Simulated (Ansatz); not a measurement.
```
CELL_PARAMETERS angstrom
3.01600 0.00000 0.00000
0.00000 3.01600 0.00000
0.00000 0.00000 4.21450
ATOMIC_POSITIONS crystal
Co 0.00000 0.00000 0.00000
Co 0.50000 0.50000 0.50000
O 0.00000 0.00000 0.50000
O 0.50000 0.50000 0.00000
```

Space group I4/mmm; spin-polarised.

All numbers below come from DFT PBE, scalar-relativistic, plane waves, PAW in Ansatz 0.2.0.

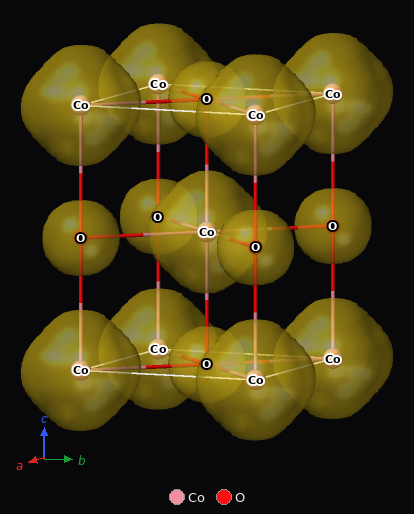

CoO. Isosurface of the magnetisation density (up minus down) at +0.1 e/Å³ (yellow), seen slightly off an axis. Sticks mark near contacts.

### Which atoms carry the moments, and with what signs?

The spin density sits on Co: +2.5 μB (×2) in one cell of 4 atoms, with smaller moments on other sites: O (up to +0.32 μB): parallel main moments (a ferromagnetic arrangement) in this solution. The cell of the calculation (2 atoms) carries 2.9 μB of net spin moment.
